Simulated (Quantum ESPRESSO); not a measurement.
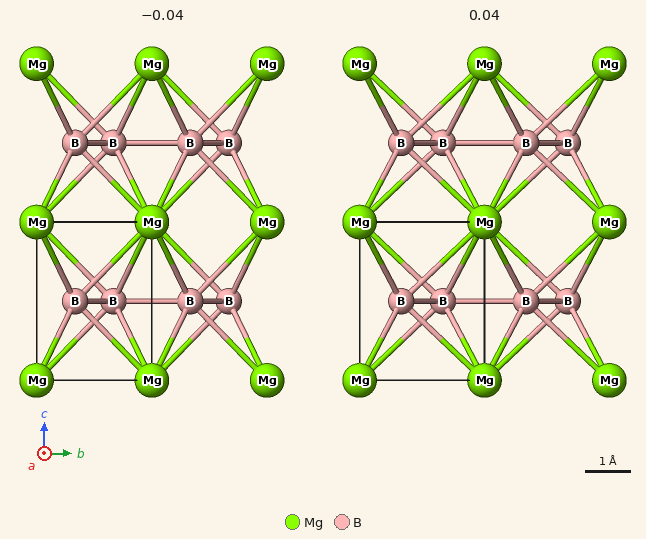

A crystal of MgB₂ (set up in P6/mmm), held at several strains, with the atoms relaxed (per unit of the tabulated number the cell is strained by 1.0 along [1 2 0], 1.0 along a). The picture shows the first and the last member. The picture is a ball-and-stick view of the cell of the calculation, repeated 1 × 2 × 2 with one cell outlined, seen along the a axis.

Computed with Quantum ESPRESSO 7.5: PBEsol, GBRV 1.5 PBEsol. Settings: plane-wave cutoff 612.3 eV; k-point mesh 10 × 10 × 8; occupations fermi-dirac; smearing width 0.05 eV; no spin polarisation.

```
strain  energy (meV/atom)
 −0.04              34.13
 −0.02                  ?
 −0.01              −0.63
     0               0.00
  0.01               6.04
  0.02              17.32
  0.04              54.93
```

Q: Fill in the missing row.

A: A parabola through three neighbouring rows (−0.04, −0.01, 0) gives, with Lagrange weights, (0.1667)(34.13) + (1.3333)(−0.63) + (−0.5000)(0.00) = 4.85 meV/atom. The calculation gives 4.46 meV/atom. The estimate is 0.39 meV/atom too high. The lowest tabulated energy lies at −0.01, so the unstrained cell isn't a minimum along this strain at this level. From the first member to the last: B–B 1.710 → 1.852 Å, B–Mg 2.455 → 2.556 Å.

The whole series:

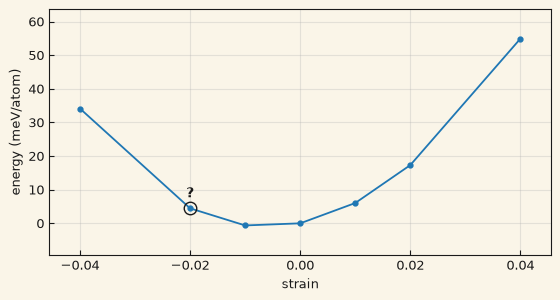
